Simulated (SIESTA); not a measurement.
## Energy of La$_{2}$O$_{3}$ along an even scaling of the cell

System: La$_{2}$O$_{3}$ (P-62m, 5 atoms in the cell).
Method: Kohn-Sham DFT of a periodic cell, PBEsol, PseudoDojo 0.4 standard, converted to PSML, no spin polarisation (SIESTA 5.4.2).

The 7 runs differ only in the geometry, by an even scaling of the cell at fixed fractional positions. The structure derives from a Materials Project entry.

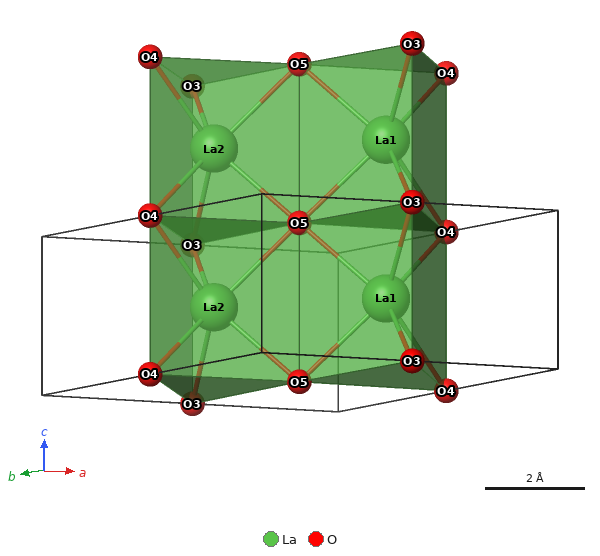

Figure 1. The structure of run 4 (polyhedral view of the cell of the calculation, repeated 1 × 1 × 2, seen at an oblique angle; polyhedra are completed across the faces of the cell; atoms are numbered from 1 in the order of the input). An atom can appear more than once, as a periodic image.

## Input of run 4
```
SystemName                      La2O3
SystemLabel                     La2O3
NumberOfSpecies                 2
NumberOfAtoms                   5
%block ChemicalSpeciesLabel
  1  57 La
  2   8 O
%endblock ChemicalSpeciesLabel

LatticeConstant                 1.0 Ang
%block LatticeVectors
     6.2667802772     0.0000000000     0.0000000000
    -3.1333901386     5.4271909200     0.0000000000
     0.0000000000     0.0000000000     3.2997660000
%endblock LatticeVectors
AtomicCoordinatesFormat         Fractional
%block AtomicCoordinatesAndAtomicSpecies
     0.6666666667     0.3333333333     0.5000000000  1  La
     0.3333333333     0.6666666667     0.5000000000  1  La
     0.5080139900     0.0000000000     0.0000000000  2  O
     0.0000000000     0.5080139900     0.0000000000  2  O
     0.4919860100     0.4919860100     0.0000000000  2  O
%endblock AtomicCoordinatesAndAtomicSpecies

%block kgrid.MonkhorstPack
    4   0   0  0.0
    0   4   0  0.0
    0   0   6  0.0
%endblock kgrid.MonkhorstPack
XC.Functional                   GGA
XC.Authors                      PBEsol
PAO.BasisSize                   DZP
PAO.EnergyShift                 0.003 Ry
Mesh.Cutoff                     800 Ry
OccupationFunction              FD
ElectronicTemperature           0.05 eV
MaxSCFIterations                120
SCF.MustConverge                false
SCF.Mixer.Method                Pulay
SCF.Mixer.Weight                0.25
SCF.Mixer.History               8
SCF.DM.Tolerance                5.0e-05
SCF.H.Tolerance                 1.0e-03 eV
WriteForces                     true
Charge.Mulliken                 end
%block PAO.Basis
  La 5
  n=5 0 2
    4.181 0.000
  n=6 0 2
    9.500 0.000
  n=5 1 2
    4.927 0.000
  n=6 1 1
    9.500
  n=5 2 2
    8.463 0.000
%endblock PAO.Basis
```

Command:
```bash
siesta La2O3.fdf > La2O3.out 2>&1
```

Lattice vectors (Å) and fractional positions of run 4:
```
   6.266780    0.000000    0.000000
  -3.133390    5.427191    0.000000
   0.000000    0.000000    3.299766
La  0.666667  0.333333  0.500000
La  0.333333  0.666667  0.500000
O   0.508014  0.000000  0.000000
O  -0.000000  0.508014  0.000000
O   0.491986  0.491986  0.000000
```

Run 2 differs from it as follows:
```diff
-     6.2667802772     0.0000000000     0.0000000000
-    -3.1333901386     5.4271909200     0.0000000000
-     0.0000000000     0.0000000000     3.2997660000
+     6.1820836747     0.0000000000     0.0000000000
+    -3.0910418374     5.3538415106     0.0000000000
+     0.0000000000     0.0000000000     3.2551691007
```

## Results, with one run withheld

| run | volume per atom (Å³) | free energy per atom, from the lowest run given (meV) | pressure (GPa) | gap on the mesh (eV) |
| --- | --- | --- | --- | --- |
| 1 | 21.099 | 82.03 | 12.54 | 0.88 |
| 2 | 21.548 | ? | ? | ? |
| 3 | 21.997 | 28.15 | 6.88 | 1.12 |
| 4 | 22.446 | 12.40 | 4.41 | 1.23 |
| 5 | 22.895 | 3.26 | 2.17 | 1.33 |
| 6 | 23.344 | 0.00 | 0.21 | 1.33 |
| 7 | 23.792 | 1.93 | −1.56 | 1.33 |

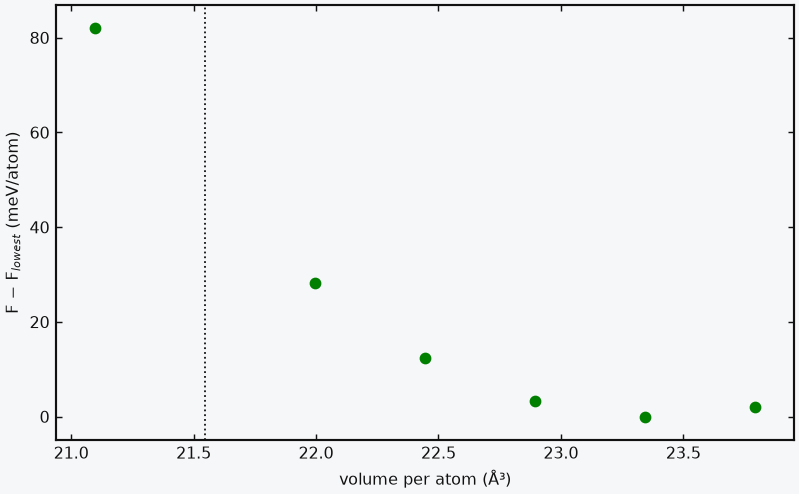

Figure 2. Free energy per atom of the runs given; the dotted line marks run 2.

Estimate the energy of run 2 from the others.

A cubic polynomial in V^(−2/3) (the Birch–Murnaghan form), fitted to the 6 runs given, misses them by at most 0.04 meV per atom. With x = V^(−2/3) − 0.12523 Å⁻², it reads F = 9.3968 + 6386.6 x + 1.0835e+06 x² + 1.8709e+06 x³ (meV per atom). At run 2 it gives 51.05 meV per atom, and the run itself gives 51.13. The slope of the fit gives a pressure −dF/dV of 9.57 GPa there, and the run prints 9.58 GPa. The fit has its minimum at 23.392 Å³ per atom, where V d²F/dV² gives 97.1 GPa. Cell shape and fractional positions are held, so this is the stiffness under even scaling; the relaxed bulk modulus wasn't computed. The gap on the mesh goes, without turning, from 0.88 eV in run 1 to 1.33 eV in run 7; run 2 has 1.01 eV. These are gaps of this functional on this mesh, which can miss the band edges; they aren't the measured gap.

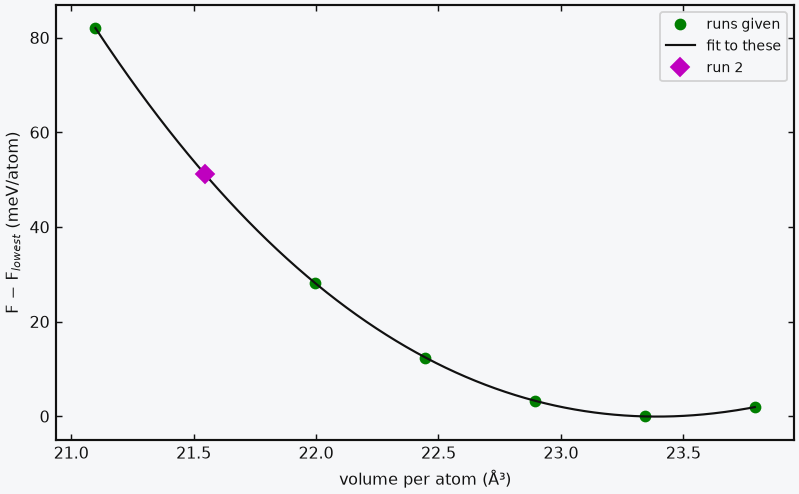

Figure 3. The fit and the withheld run.

## Some lines of the output (run 2)
```
[...]
outcell: Cell volume (Ang**3)        :    107.7392
stepf: Fermi-Dirac step function
siesta: Etot    =     -3250.906808
siesta: FreeEng =     -3250.906808
        iscf     Eharris(eV)        E_KS(eV)     FreeEng(eV)     dDmax    Ef(eV) dHmax(eV)
siesta: E_KS(eV) =            -3263.0751
siesta: E_KS - E_eggbox =     -3263.0751
siesta: Etot    =     -3263.075090
siesta: FreeEng =     -3263.075091
siesta:         Fermi =      -7.031716
siesta: Cell volume =        107.739249 Ang**3
    Orbital volume contribution        =           5.659913 eV
```

Notes: Points of doubt noted for this run: mulliken charges of long orbitals. With a small basis of atomic orbitals these values can differ much from converged plane-wave results.
